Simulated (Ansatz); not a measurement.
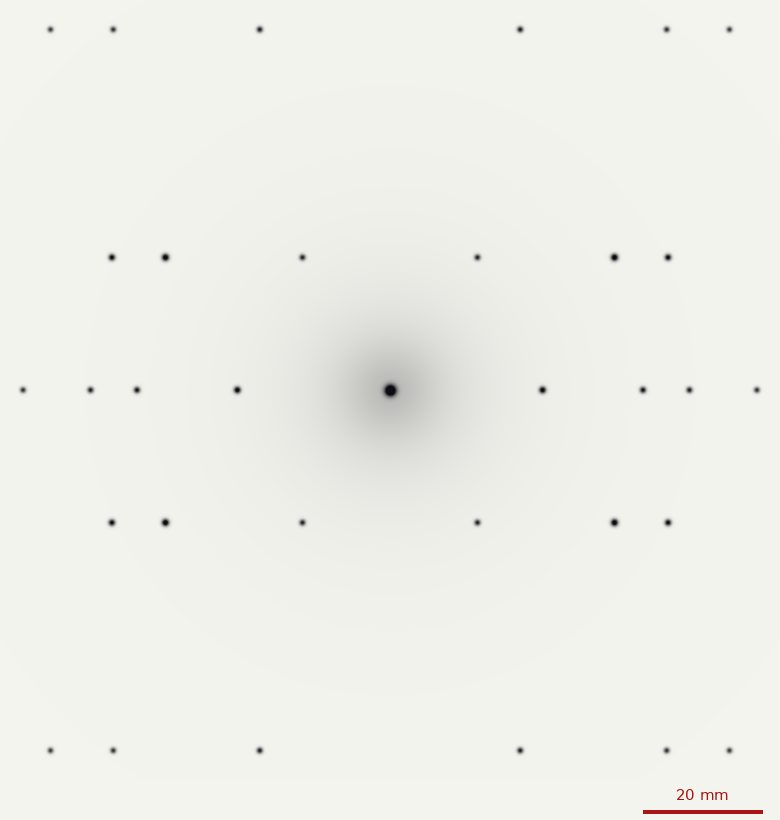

Simulated X-ray rotation photograph: Cu Kα radiation (λ = 1.5418 Å), cylindrical film of radius 57.3 mm unrolled, rotation axis vertical and normal to the beam, kinematic intensities without Lorentz or polarisation factors, the film spanning ±63° about the beam; spots down to d = 1.37 Å.

Question: What lattice repeat along the rotation axis do the layer lines give?

Answer: The first layer line lies 22.4 mm from the equator, so tan ν = 0.391, sin ν = 0.364 and the period is λ/sin ν = 4.23 Å. Further lines follow at 60.9 mm.

The crystal is Ti, space group Fd-3m (No. 227), a = 5.986 Å. Structure: the input geometry of an electronic-structure calculation (not necessarily at equilibrium); the starting structure was generated, so it need not be a known form of this composition.

Question: About which axis was it rotated?

Answer: About [110] (or an equivalent direction), whose length in the conventional cell is 8.466 Å; the F centring shortens the period to 1/2 of it.
